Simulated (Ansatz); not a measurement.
## Rh: a changed input and its effect

System: Rh (4 atoms in the cell).
Method of the first run: Kohn-Sham DFT of a periodic cell, LDA, Ansatz PAW, no spin polarisation (Ansatz 0.2.0).

The structure derives from a Materials Project entry. Text and figures count atoms from 1; the logs count them from 0 in places.

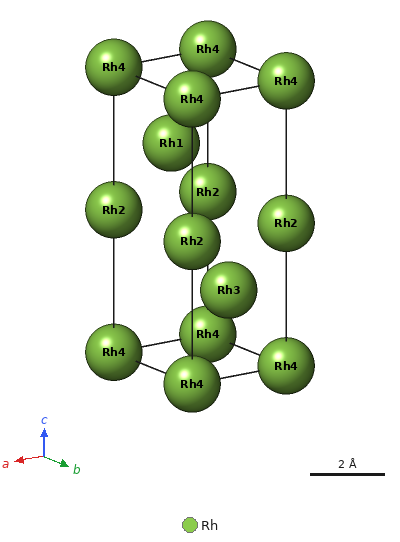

The structure (spheres-only view of the cell of the calculation, seen at an oblique angle; atoms are numbered from 1 in the order of the input). An atom can appear more than once, as a periodic image.

## The input, the first run
```yaml
crystal:
  lattice:
    - [2.7271663779, 0.0, 0.0]
    - [-1.3635831889, 2.3617953636, 0.0]
    - [0.0, 0.0, 8.9138474877]
  atoms:
    - { symbol: Rh, position: [0.6666666667, 0.3333333333, 0.75] }
    - { symbol: Rh, position: [0.0, 0.0, 0.5] }
    - { symbol: Rh, position: [0.3333333333, 0.6666666667, 0.25] }
    - { symbol: Rh, position: [0.0, 0.0, 0.0] }
hamiltonian:
  xc: lda
  pseudopotentials: { kind: paw }
kpoints:
  mp_grid: { grid: [11, 11, 3] }
scf:
  occupations: { method: fermi_dirac, width: 0.05 }
output:
  forces: true
  stress: true
  eigenvalues: true
  write_density: true
  write_potential: true
  elf: true
  volumetric_format: npy
```

Command:
```bash
ansatz run input.yaml --threads 2 --pin off --max-ram 5632MiB --backend cpu --events-out ev --progress --plain --runs-dir out
```

Hardware: 2 threads of Arm Neoverse V2, 24 GiB of memory available, shared host.

## Output, shortened to warnings, some set-up lines, iterations and results (the first run)
```
Basis set: ecut = 420 eV, 1151 PW (Γ)
Symmetry: 24 space group operations
k-points: 32 of 363
Initial density: superposition of atomic densities (neutral atoms: chi_scale 0, normalization atom), corrected by the library's trained network
[...]
SCF iter   1: F=—  HF=-25114.233010 eV  |F-HF|=—  |Δ(HF+E_count)|=         —  Δρ=1.22e-2  dr2=5.22e-2  ethr=1.77e-3  ⟨swp⟩=6.5  Hψ=4582  notcnv=0  defer=4
SCF iter   2: F=—  HF=-25114.223097 eV  |F-HF|=—  |Δ(HF+E_count)|=   9.91e-3  Δρ=6.00e-3  dr2=1.04e-2  ethr=7.68e-5  ⟨swp⟩=2.4  Hψ=1994  notcnv=0  defer=7
SCF iter   3: F=—  HF=-25114.219216 eV  |F-HF|=—  |Δ(HF+E_count)|=   3.88e-3  Δρ=9.46e-4  dr2=1.37e-4  ethr=1.53e-5  ⟨swp⟩=2.0  Hψ=1830  notcnv=0  defer=7
SCF iter   4: F=—  HF=-25114.219175 eV  |F-HF|=—  |Δ(HF+E_count)|=   4.06e-5  Δρ=8.94e-5  dr2=2.06e-6  ethr=2.02e-7  ⟨swp⟩=2.4  Hψ=2207  notcnv=0  defer=7
SCF iter   5: F=—  HF=-25114.219175 eV  |F-HF|=—  |Δ(HF+E_count)|=   1.81e-7  Δρ=2.35e-5  dr2=9.94e-8  ethr=3.04e-9  ⟨swp⟩=2.3  Hψ=1871  notcnv=0  defer=7
SCF iter   6: F=-25114.219175 eV  HF=-25114.219175 eV  |F-HF|=1.83e-9  |Δ(HF+E_count)|=   1.70e-8  Δρ=3.25e-6  dr2=5.21e-9  ethr=1.46e-10  ⟨swp⟩=6.8  Hψ=7914  notcnv=0
SCF 1 converged in 6 iterations: F = -25114.219175 eV  dr2 = 5.21e-9
SCF converged after 6 iterations
Free energy (F): -25114.219175 eV
Harris-Foulkes:  -25114.219175 eV  (|F-HF|=1.83e-9)
Internal energy: -25114.164910 eV  (E = F + TS)
E sigma→0 (E₀):  -25114.192043 eV
Entropy (-TS):   -0.054265 eV (-13.566 meV/atom)
Fermi energy:    20.873664 eV
--- Per-component energies (eV) ---
  E_band       = -431.736001
  E_kinetic    = 2287.381045
  E_local      = -6482.493131  (includes V_loc(G=0)·N_el)
  E_nonlocal   = 1441.093207
  E_hartree    = 2263.630189
  E_xc         = -879.897322
  E_vxc        = -1109.264266  (∫ρ·V_xc dr)
  E_paw        = -13854.973945  (= ΣΔE_a)
  E_vpaw       = -1095.716009  (= ΣTr[D̂ρ^β])
  E_aug_tail   = 0.003041  (compensation charges beyond the density's cutoff)
  E_ewald      = -9891.397923
  E_core_change = 2.489929  (= ΣΔE_core)
  E_smearing   = -0.054265  (= −TS)
  E_closure    = -0.000000  (closes the sum)
  Σ components = -25114.219175   (vs F -25114.219175, Δ=0.00e0)
--- Forces (eV/Å), atoms counted from 1 ---
  atom   1  Rh    -0.00000000     0.00000000     0.00000000
  atom   2  Rh     0.00000000    -0.00000000     0.00000000
  atom   3  Rh     0.00000000    -0.00000000     0.00000000
  atom   4  Rh     0.00000000    -0.00000000     0.00000000
  max |Σ_I F_I| component: 9.25e-18 eV/Å
--- Stress (GPa, compression-positive) ---
      -20.106169       0.000000       0.000000
       -0.000000     -20.106169       0.000000
        0.000000       0.000000     -21.658780
  P = ⅓ Tr σ = -20.6237 GPa (-206.237 kbar)
```

The input of the second run differs as follows (lines with − go, lines with + come):
```diff
-  xc: lda
+  xc: r2scan
-  write_density: true
-  write_potential: true
-  elf: true
-  volumetric_format: npy
```

What does this change do to the results?

The total energies belong to different methods, so their difference says nothing on which is more stable or more accurate. The pressure goes from −20.62 to −10.89 GPa. The functional changes from LDA to r2SCAN. The SCF takes 8 iterations against 6. The default cutoff goes from 420 to 500 eV with the change. The plane waves at Γ go from 1151 to 1401. On the same kind of shared host the second run took about 2.1 times as long.

## Output, shortened to warnings, some set-up lines, iterations and results (the second run)
```
Basis set: ecut = 500 eV, 1401 PW (Γ), exchange–correlation on 80×80×288 points (64 copies of the dense FFT grid, shifted against one another)
Symmetry: 24 space group operations
k-points: 32 of 363
Initial density: superposition of atomic densities (neutral atoms: chi_scale 0, normalization atom), corrected by the library's trained network
[...]
SCF iter   1: F=—  HF=-25660.889187 eV  |F-HF|=—  |Δ(HF+E_count)|=         —  Δρ=1.05e-2  dr2=1.62e-2  dr2_τ=2.84e-2  ethr=1.77e-3  ⟨swp⟩=6.4  Hψ=4717  notcnv=0  defer=1
SCF iter   2: F=—  HF=-25660.927666 eV  |F-HF|=—  |Δ(HF+E_count)|=   3.85e-2  Δρ=6.50e-3  dr2=7.84e-3  dr2_τ=9.56e-4  ethr=2.38e-5  ⟨swp⟩=2.0  Hψ=2355  notcnv=0  defer=13
SCF iter   3: F=—  HF=-25660.930046 eV  |F-HF|=—  |Δ(HF+E_count)|=   2.38e-3  Δρ=1.10e-3  dr2=9.49e-4  dr2_τ=1.54e-4  ethr=1.15e-5  ⟨swp⟩=2.0  Hψ=2014  notcnv=0  defer=13
SCF iter   4: F=—  HF=-25660.930253 eV  |F-HF|=—  |Δ(HF+E_count)|=   2.07e-4  Δρ=1.45e-3  dr2=2.32e-3  dr2_τ=1.62e-4  ethr=1.40e-6  ⟨swp⟩=2.3  Hψ=2012  notcnv=0  defer=13  …
SCF iter   5: F=—  HF=-25660.930128 eV  |F-HF|=—  |Δ(HF+E_count)|=   1.25e-4  Δρ=3.01e-4  dr2=2.22e-5  dr2_τ=5.81e-6  ethr=1.40e-6  ⟨swp⟩=1.0  Hψ=1299  notcnv=0  defer=13
SCF iter   6: F=—  HF=-25660.930149 eV  |F-HF|=—  |Δ(HF+E_count)|=   2.11e-5  Δρ=8.99e-5  dr2=3.44e-6  dr2_τ=7.72e-7  ethr=3.26e-8  ⟨swp⟩=2.0  Hψ=1882  notcnv=0  defer=13
SCF iter   7: F=—  HF=-25660.930153 eV  |F-HF|=—  |Δ(HF+E_count)|=   3.84e-6  Δρ=3.54e-5  dr2=3.55e-7  dr2_τ=3.99e-8  ethr=5.06e-9  ⟨swp⟩=2.0  Hψ=1873  notcnv=0  defer=13
SCF iter   8: F=-25660.930153 eV  HF=-25660.930153 eV  |F-HF|=3.55e-8  |Δ(HF+E_count)|=   7.84e-7  Δρ=9.34e-6  dr2=4.67e-8  dr2_τ=2.20e-9  ethr=1.47e-10  ⟨swp⟩=6.5  Hψ=5074  …
SCF 1 converged in 8 iterations: F = -25660.930153 eV  dr2 = 4.67e-8
SCF converged after 8 iterations
Free energy (F): -25660.930153 eV
Harris-Foulkes:  -25660.930153 eV  (|F-HF|=3.55e-8)
Internal energy: -25660.876436 eV  (E = F + TS)
E sigma→0 (E₀):  -25660.903295 eV
Entropy (-TS):   -0.053717 eV (-13.429 meV/atom)
Fermi energy:    21.014508 eV
--- Per-component energies (eV) ---
  E_band       = -480.401408
  E_kinetic    = 2287.088981
  E_local      = -6468.340761  (includes V_loc(G=0)·N_el)
  E_nonlocal   = 1421.865707
  E_hartree    = 2272.963089
  E_xc         = -864.821191
  E_vxc        = -1252.941608  (∫ρ·V_xc dr)
  E_paw        = -14416.757293  (= ΣΔE_a)
  E_vpaw       = -1098.838690  (= ΣTr[D̂ρ^β])
  E_aug_tail   = 0.002792  (compensation charges beyond the density's cutoff)
  E_vtau       = 84.840328  (kinetic-family band-sum trace: ∫τ·v_τ [+ j·A + Jᵃ·Aᵃ] dr)
  E_ewald      = -9891.397923
  E_core_change = -1.479838  (= ΣΔE_core)
  E_smearing   = -0.053717  (= −TS)
  E_closure    = -0.000000  (closes the sum)
  Σ components = -25660.930153   (vs F -25660.930153, Δ=0.00e0)
--- Forces (eV/Å), atoms counted from 1 ---
  atom   1  Rh     0.00000000     0.00000000     0.00000000
  atom   2  Rh    -0.00000000     0.00000000    -0.00000000
  atom   3  Rh    -0.00000000    -0.00000000     0.00000000
  atom   4  Rh    -0.00000000     0.00000000     0.00000000
  max |Σ_I F_I| component: 9.25e-18 eV/Å
--- Stress (GPa, compression-positive) ---
      -10.425374       0.000000       0.000000
       -0.000000     -10.425374       0.000000
        0.000000       0.000000     -11.827540
  P = ⅓ Tr σ = -10.8928 GPa (-108.928 kbar)
```

## The two runs side by side

| quantity | the first run | the second run |
| --- | --- | --- |
| outcome | converged | converged |
| free energy per atom (eV) | −6278.5548 | −6415.2325 |
| energy per atom, smearing taken to zero (eV) | −6278.5480 | −6415.2258 |
| gap on the mesh (eV) | 0.00 | 0.00 |
| pressure (GPa) | −20.62 | −10.89 |
| largest force (eV/Å) | 0.000 | 0.000 |
| SCF iterations | 6 | 8 |
| irreducible k-points | 32 | 32 |
| plane waves at Γ | 1151 | 1401 |
| wall time (shared host) | 2.1 s | 4.4 s |

For the first run: The cell is under a tension of 21 GPa at this level, so it is not at its equilibrium volume. For the second run: The cell is under a tension of 10.9 GPa at this level, so it is not at its equilibrium volume.
